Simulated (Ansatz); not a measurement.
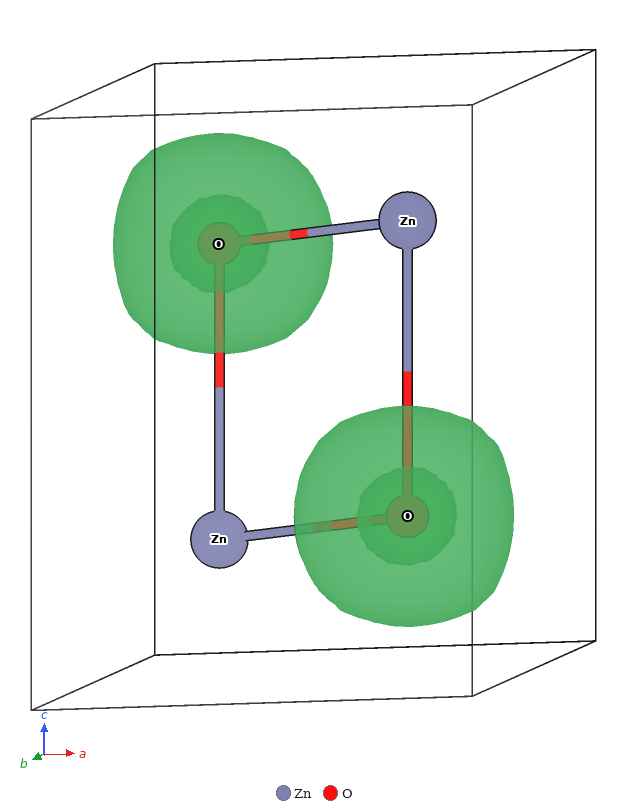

Figure 1: ZnO. Isosurface of the electron localisation function at 0.7 (green), seen at an oblique angle. Only the valence region is drawn (cores and ρ < 0.01 e/Å³ removed). Sticks mark near contacts.

Space group P6₃/mmc; started from the h-MgO (five-fold) prototype, which need not be the ambient phase; computed pressure about −3 GPa in this cell.

Computed with DFT, r2SCAN0, plane waves, PAW in Ansatz.

Input file:

```
crystal:
  lattice:
    - [3.4165335104, 0.0, 0.0]
    - [-1.7082667552, 2.9588048129, 0.0]
    - [0.0, 0.0, 4.4775675786]
  atoms:
    - { symbol: Zn, position: [0.3333333333, 0.6666666667, 0.25] }
    - { symbol: Zn, position: [0.6666666667, 0.3333333333, 0.75] }
    - { symbol: O, position: [0.6666666667, 0.3333333333, 0.25] }
    - { symbol: O, position: [0.3333333333, 0.6666666667, 0.75] }
kpoints:
  mp_grid: { grid: [6, 6, 4] }
  band_path:
    path:
      - [0.0, 0.0, 0.0]
      - [0.5, 0.0, 0.0]
      - [0.3333333333, 0.3333333333, 0.0]
      - [0.0, 0.0, 0.5]
      - [0.5, 0.0, 0.5]
      - [0.3333333333, 0.3333333333, 0.5]
    npoints: 1
hamiltonian:
  xc: r2scan0
scf:
  occupations: { method: fixed }
  n_extra_bands: 5
output:
  forces: true
  stress: true
  eigenvalues: true
  write_density: true
  write_potential: true
  elf: true
  volumetric_format: npy
```

Command:

```sh
ansatz run input.yaml --threads 2 --pin off --max-ram 2211MiB --backend cpu --events-out ev --progress --plain --runs-dir out
```

Below, planes, directions and counts refer to the conventional cell (a = 3.42 Å, b = 3.42 Å, c = 4.48 Å, α = 90.00°, β = 90.00°, γ = 120.00°).

What do the ELF domains correspond to?

At this value the surface marks out two regions wrapped around O (the valence shell of each), counted in one cell of 4 atoms. Any copies at cell faces, edges or corners count once. Profiles from the grid: Zn–O (1.97 Å): the ELF peaks at about 0.85 in the valence shell of O, 0.6 Å from its nucleus, and is about 0.25 at the midpoint: no shared electron pair shows on this line. Zn–O (2.24 Å): the ELF peaks at about 0.85 in the valence shell of O, 0.6 Å from its nucleus, and drops to about 0.10 between the two atoms; no localised pair shows between them.

Does the calculation give a band gap?

It is gapped, with a Kohn–Sham gap of 3.8 eV on the k-point mesh (the band edges may lie off the mesh, which would make the gap smaller).
